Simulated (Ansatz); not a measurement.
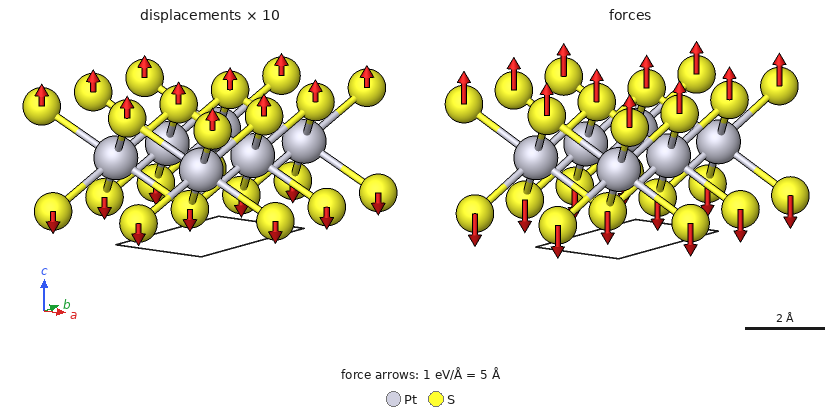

Left: a slab of composition PtS2 at its r2SCAN-relaxed geometry, with red arrows for the displacements applied to it (without the part that the change of the cell carries along). Right: the displaced structure with the computed forces. Style: ball-and-stick. Shown: the 1 × 2 repeat of the cell, outlined in the plane, without the vacuum, slightly off an axis.

All numbers below come from DFT, PBE, plane waves, PAW (Ansatz 0.2.0). Set-up: plane-wave cutoff 420 eV; k-point mesh 12 × 12 × 1; occupations fermi dirac; smearing width 0.02 eV; no spin polarisation.

Describe the distortion and the response.

Answer. The cell is strained by 0.0 % along the normal (+c) and −3.0 % across it (volume −5.9 %). The atoms were relaxed with r2SCAN under that strain, and this is a single point on that geometry. Near-neighbour distances before and after: Pt–S 2.389 → 2.369 Å. The space group stays P-3m1 (No. 164). The energy rises by 40.1 meV per atom. The largest forces, 0.17 eV/Å, act on 2 S atoms of the calculation's cell. The forces point along the displacements, not back (a soft direction, or forces left over where the reference was relaxed at another level) (cosine 1.00).
